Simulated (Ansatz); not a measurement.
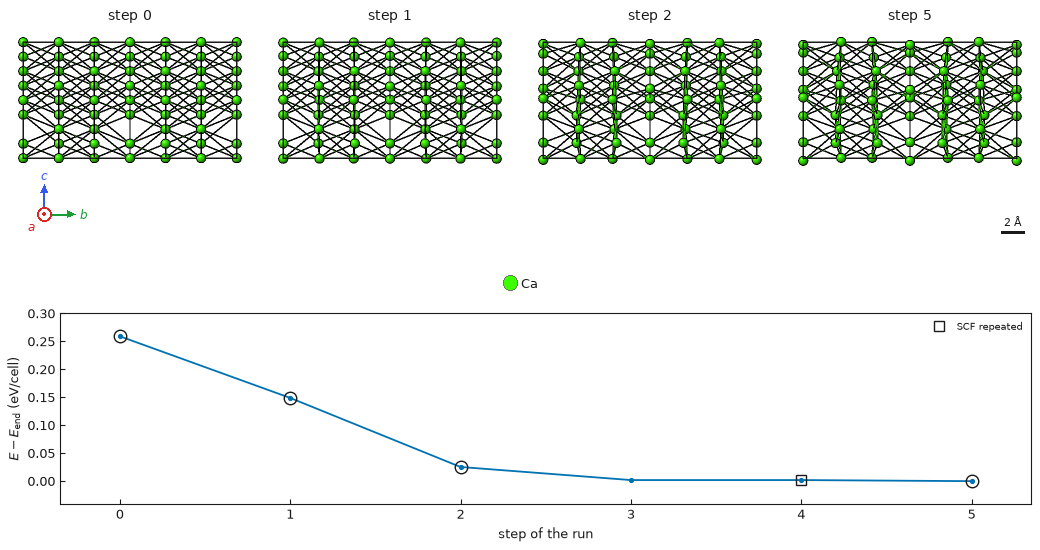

Frames of a relaxation of a defect cell of composition Ca, marked on the history of the run. The picture is a ball-and-stick view of the conventional cell (2 times the calculation's cell), seen along the a axis. Lengths and directions refer to the drawn axes.

Case: Ca vacancy, atoms relaxed.

Theory: DFT PBE, scalar-relativistic, plane waves, PAW in Ansatz 0.2.0. Set-up: plane-wave cutoff 420 eV; k-point mesh 4 × 4 × 4; occupations gaussian; smearing width 0.1 eV; no spin polarisation; atoms relaxed in a fixed cell; force threshold 0.02 eV/Å; at most 50 steps.

Describe the path.

The energy falls by 0.259 eV per cell of the calculation in 4 accepted moves (5 points after the start). The largest force component goes from 0.17 to 0.015 eV/Å. 1 step only repeated the SCF at the same geometry. The largest moves, 0.38 Å, are those of Ca atoms. The cell doesn't change. Some distances before and after: Ca–Ca 4.391 → 4.024 Å, Ca–Ca 4.370 → 4.054 Å, Ca–Ca 4.391 → 4.110 Å, Ca–Ca 4.370 → 4.102 Å. From step 0 to 1: Ca atoms move most (0.08 Å), energy −0.110 eV per cell of the calculation. From step 1 to 2: Ca atoms move most (0.20 Å), energy −0.124 eV per cell of the calculation. From step 2 to 5: Ca atoms move most (0.15 Å), energy −25.4 meV per cell of the calculation.

```json
{"step": "0", "E − E(0), meV/atom": "0.00", "largest force component, eV/Å": "0.1734", "note": ""}
{"step": "1", "E − E(0), meV/atom": "-4.80", "largest force component, eV/Å": "0.0955", "note": ""}
{"step": "2", "E − E(0), meV/atom": "-10.17", "largest force component, eV/Å": "0.0493", "note": ""}
{"step": "3", "E − E(0), meV/atom": "-11.19", "largest force component, eV/Å": "0.0133", "note": ""}
{"step": "4", "E − E(0), meV/atom": "-11.19", "largest force component, eV/Å": "0.0133", "note": "same geometry, SCF repeated"}
{"step": "5", "E − E(0), meV/atom": "-11.27", "largest force component, eV/Å": "0.0146", "note": ""}
```
